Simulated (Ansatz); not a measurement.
# TiSi$_{15}$C$_{16}$ (cell charge −1, with a compensating background) (cell with a defect): what the fields show

Input file:

```
crystal:
  lattice:
    - [3.0780369007, -5.3313163111, 0.0]
    - [-6.1560738114, 5.8e-09, 0.0]
    - [0.0, 0.0, -10.0756978007]
  atoms:
    - { symbol: Ti, position: [0.3323478775, 0.1659728814, 0.0681796996], spin: 3.0 }
    - { symbol: Si, position: [0.831857806, 0.1648418398, 0.0606865734] }
    - { symbol: Si, position: [0.3336013632, 0.6665729533, 0.0606940341] }
    - { symbol: Si, position: [0.8318698761, 0.6665429365, 0.0606811683] }
    - { symbol: Si, position: [0.1652672444, 0.3331920451, 0.5607807473] }
    - { symbol: Si, position: [0.6668937095, 0.333196562, 0.5607738445] }
    - { symbol: Si, position: [0.1652693508, 0.831577286, 0.5607806636] }
    - { symbol: Si, position: [0.6658067659, 0.8326567517, 0.5629282093] }
    - { symbol: Si, position: [0.4994382506, 0.4999725664, 0.3137766917] }
    - { symbol: Si, position: [0.9991407815, 0.499326123, 0.310485498] }
    - { symbol: Si, position: [0.4994298482, 0.9990007901, 0.3137746402] }
    - { symbol: Si, position: [0.9984232948, 0.9989736289, 0.3137962607] }
    - { symbol: Si, position: [-0.0014205579, -0.0009745242, 0.8102243628] }
    - { symbol: Si, position: [0.4994216826, -0.0009357472, 0.8102159505] }
    - { symbol: Si, position: [-0.0008798591, 0.499324069, 0.8111020242] }
    - { symbol: Si, position: [0.4994413334, 0.499873214, 0.810223812] }
    - { symbol: C, position: [0.3324055887, 0.1659804803, 0.2662301385] }
    - { symbol: C, position: [0.832050944, 0.1652257756, 0.249537111] }
    - { symbol: C, position: [0.3332371698, 0.6663872325, 0.2495259007] }
    - { symbol: C, position: [0.8320582149, 0.6663505882, 0.2495388078] }
    - { symbol: C, position: [0.1653523405, 0.3331176803, 0.7487019276] }
    - { symbol: C, position: [0.6667177559, 0.3331109714, 0.7486891851] }
    - { symbol: C, position: [0.1653489663, 0.8317355656, 0.7486996617] }
    - { symbol: C, position: [0.6657976546, 0.8326489181, 0.7473017664] }
    - { symbol: C, position: [0.5003701927, 0.5017729221, 0.5007432502] }
    - { symbol: C, position: [0.9991534375, 0.4993270867, 0.4978038764] }
    - { symbol: C, position: [0.5003643693, 0.9981021049, 0.5007415876] }
    - { symbol: C, position: [0.9966882843, 0.9980937509, 0.5007525824] }
    - { symbol: C, position: [-0.014452109, -0.0074684185, 0.9943250308] }
    - { symbol: C, position: [0.5058234521, -0.0074007725, 0.9942738809] }
    - { symbol: C, position: [-0.0008850196, 0.49931466, 0.9992188378] }
    - { symbol: C, position: [0.505855773, 0.5127940248, 0.9942896169] }
  host:
    lattice:
      - [3.0780369057, -2.9e-09, 0.0]
      - [-1.5390184503, 2.6656581556, 0.0]
      - [0.0, 0.0, 10.0756978007]
    atoms:
      - { symbol: Si, position: [0.6666666667, 0.3333333333, 0.9378298189] }
      - { symbol: Si, position: [0.3333333333, 0.6666666667, 0.4378298189] }
      - { symbol: Si, position: [0.0, 0.0, 0.687897774] }
      - { symbol: Si, position: [0.0, 0.0, 0.187897774] }
      - { symbol: C, position: [0.6666666667, 0.3333333333, 0.7498180172] }
      - { symbol: C, position: [0.3333333333, 0.6666666667, 0.2498180172] }
      - { symbol: C, position: [0.0, 0.0, 0.50045339] }
      - { symbol: C, position: [0.0, 0.0, 0.00045339] }
total_charge: -1
basis:
  ecutwfc: 420
  xc_grid: 2
kpoints:
  mp_grid: { grid: [2, 2, 2], shift: [0.0, 0.0, 0.0] }
hamiltonian:
  xc: pbesol
scf:
  occupations: { method: gaussian, width: 0.01 }
output:
  forces: true
  stress: false
  eigenvalues: true
  populations: true
  charged_corrections:
    defect_position: [0.33333333, 0.16666667, 0.06217018]
    epsilon: [[10.4049, 0.0, 0.0], [0.0, 10.4049, 0.0], [0.0, 0.0, 11.1031]]
  write_density: true
  write_potential: true
  elf: true
  volumetric_format: npy
magnetization:
  spin_polarized: true
relax:
  adjacent_minimum: "off"
  f_tol: 0.025
  max_steps: 45
```

Run with:

```sh
ansatz run input.yaml --threads 4 --pin off --max-ram 8192MiB --backend cpu --events-out ev --progress --plain --runs-dir out
```

The fields are those of the relaxed geometry.

The program warned that a starting moment wasn't kept; spin-polarised.

The calculation used DFT PBEsol, scalar-relativistic, plane waves, PAW (Ansatz 0.2.0).

The density is the valence pseudo-density of a PAW calculation; it isn't the true density close to the nuclei.

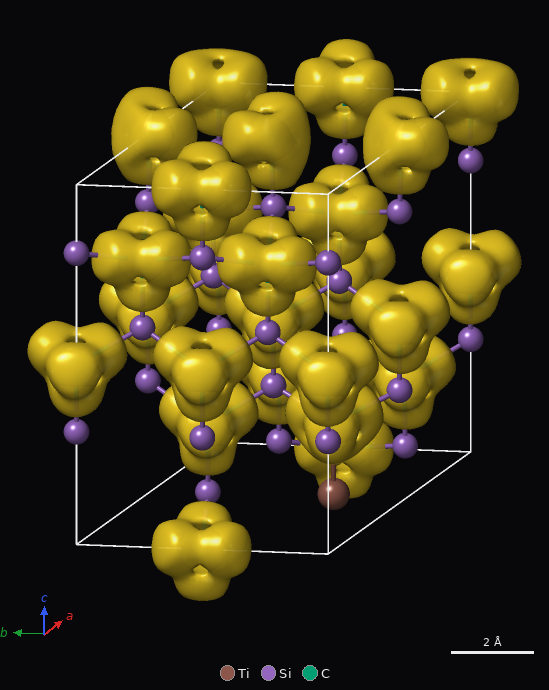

Figure 1. Isosurface of the electron localisation function at 0.7 (yellow), seen at an oblique angle. Core shells and regions of very low density are left out. Sticks mark near contacts.

Where are the electrons localised?

Answer. At this value the surface marks out 16 regions on C in which the atom's valence shell and bonds are merged, counted in one cell of 32 atoms. Any copies at cell faces, edges or corners count once.


Si–C (1.84 Å): the ELF peaks at about 0.90 between the atoms. Ti–C (1.99 Å): the ELF peaks at about 0.85 in the valence shell of C, 0.7 Å from its nucleus, and is about 0.40 at the midpoint.

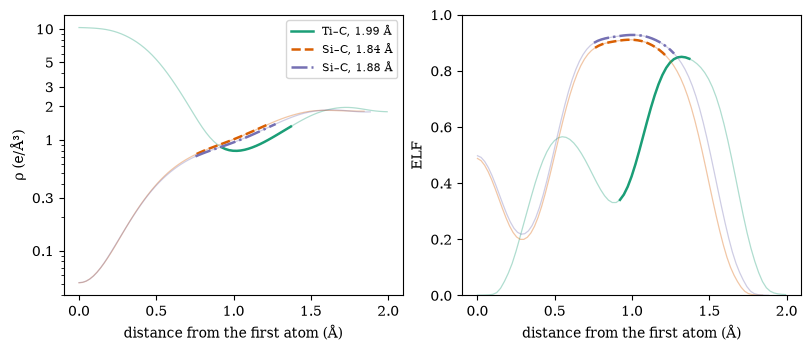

Figure 2. Valence charge density (pseudo) and electron localisation function along straight lines between neighbouring atoms. Thin, pale parts lie inside the atomic spheres.

Compare the contacts.

Answer. Ti–C (1.99 Å): the density is about 0.8 e/Å³ at the midpoint; the ELF peaks at about 0.85 in the valence shell of C, 0.7 Å from its nucleus, and is about 0.40 at the midpoint.
Si–C (1.84 Å): the density is about 0.92 e/Å³ at the midpoint; the ELF peaks at about 0.90 between the atoms.
Si–C (1.88 Å): the density is about 0.89 e/Å³ at the midpoint; the ELF peaks at about 0.95 between the atoms.

Does the calculation make it a metal, or give it a gap?

Answer. It is gapless in this calculation (a metal or semimetal).
